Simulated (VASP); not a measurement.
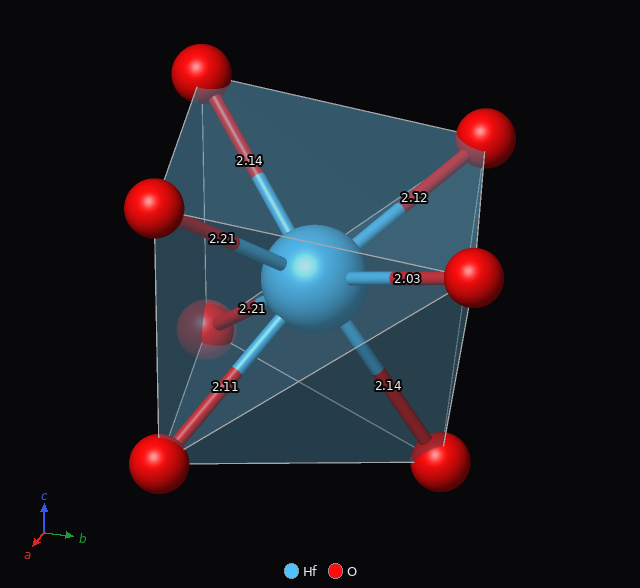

Coordination of Hf in HfO₂ (Pca2_1); bond lengths in Å. Continuous shape measures are computed against ideal polyhedra (0 is ideal; above about 3 the distortion is strong). Source: the geometry relaxed with VASP Kohn-Sham DFT of a periodic cell, vdW-DF-cx, VASP PAW PBE potentials, recommended in VASP.

Q: Name the coordination polyhedron and say how regular it is.

A: HfO7: a slightly distorted capped trigonal prism (coordination number 7, S = 0.62; next best capped octahedron, S = 1.7).
